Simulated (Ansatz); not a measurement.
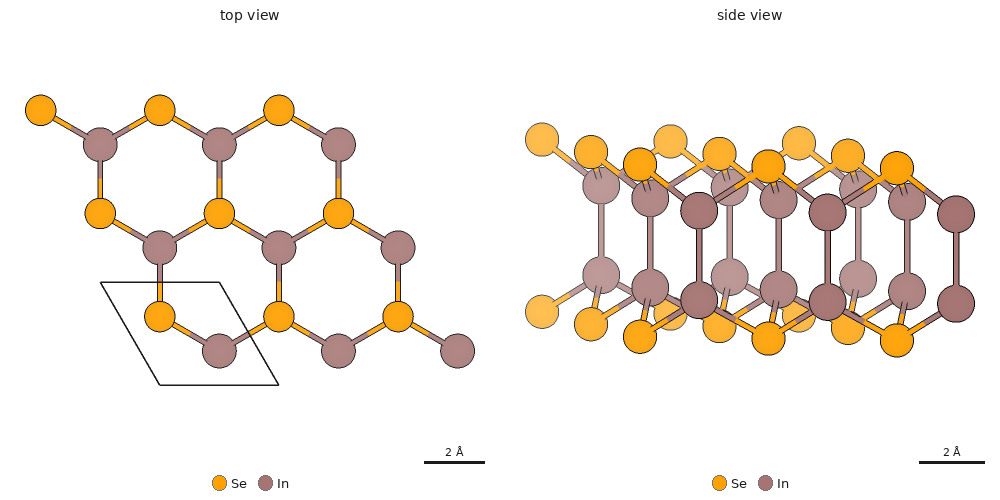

Monolayer InSe, seen from above and from the side.

All numbers here come from Ansatz 0.2.0, DFT PBE+D3(BJ), scalar-relativistic, plane waves, PAW. Cutoff 420 eV, 24 × 24 k-points, Gaussian smearing 0.05 eV, dipole correction. No spin polarisation. Spin–orbit coupling is left out; with In it can shift levels and gaps.

Images follow the Tersoff–Hamann model: the current is the local density of the sample's states between the Fermi level and the bias, at the tip's centre. Zero bias is put in the middle of the gap by convention. Bias windows are sharp sums over the levels of the k mesh.

The calculation's input:

```yaml
crystal:
  lattice:
    - [4.0309630959, 2.9e-09, 0.0]
    - [-2.0154815504, 3.4909164413, 0.0]
    - [0.0, 0.0, 22.3829850064]
  atoms:
    - { symbol: Se, position: [0.3333333333, 0.6666666667, 0.3797527451] }
    - { symbol: In, position: [0.6666666667, 0.3333333333, 0.4375632728] }
    - { symbol: In, position: [0.6666666667, 0.3333333333, 0.5624370011] }
    - { symbol: Se, position: [0.3333333333, 0.6666666667, 0.6202472549] }
basis:
  ecutwfc: 420.0
  fft_grid_basis: typed
kpoints:
  mp_grid: { grid: [24, 24, 1] }
hamiltonian:
  xc: pbe
  dispersion: d3bj
scf:
  occupations: { method: gaussian, width: 0.05 }
output:
  forces: true
  eigenvalues: true
  band_densities:
    - { e_range: [-2.8, -2.0] }
    - { e_range: [-2.0, -1.4] }
    - { e_range: [-1.4, -1.05] }
    - { e_range: [-1.05, 0.0] }
    - { e_range: [0.0, 1.05] }
    - { e_range: [1.05, 1.4] }
    - { e_range: [1.4, 2.0] }
    - { e_range: [2.0, 2.6] }
  band_residual_tolerance: 1.0e-05
  write_potential: true
  elf: true
  write_density: true
  volumetric_format: npy
efield:
  axis: 3
  dipole_correction: true
  ramp_width: 0.04
checkpoint:
  read: start.run
  write: ck
  compress: false
  write_wavefunctions: false
  write_every: 100000
```

Launched as:

```sh
ansatz run input.yaml --threads 1 --pin off --max-ram 2211MiB --backend cpu --events-out ev --progress --plain --runs-dir out
```

This last single point, started from the relaxation's saved density, took 51 s on 1 thread of Intel(R) Xeon(R) 6975P-C (Granite Rapids), with other jobs on the host, peak memory 0.88 GiB.

> Describe the constant-current image at a set point of 7.0 × 10⁻⁶ e/Å³ at a sample bias of −1.40 V.

The brightest spots lie over the top Se atoms; the darkest points are over the In atoms 1.3 Å below the top plane. The corrugation is 31 pm at a mean tip height of 4.0 Å.

> What does a constant-current image at a set point of 4.4 × 10⁻⁵ e/Å³ show at +2.60 V?

The brightest spots lie over the top Se atoms; the darkest points are over the In atoms 1.3 Å below the top plane. The corrugation is 17 pm at a mean tip height of 4.0 Å.

The computed images, with the atoms seen from above drawn over one corner (deeper ones smaller):

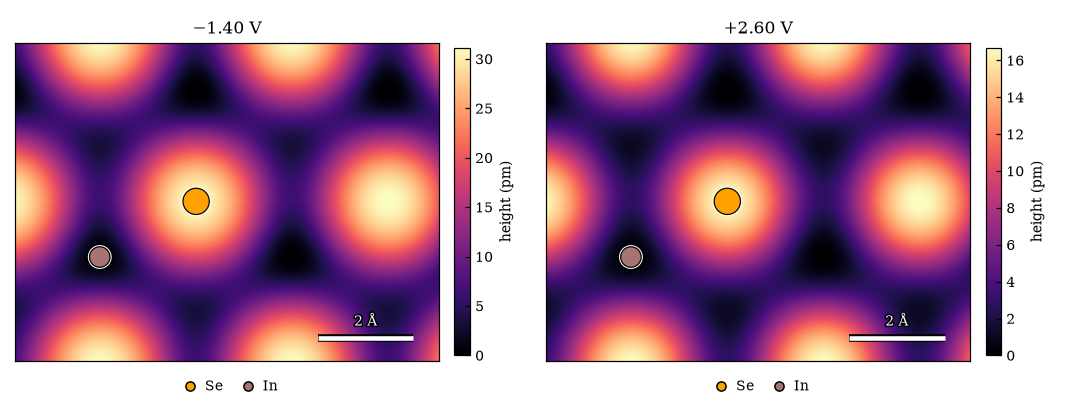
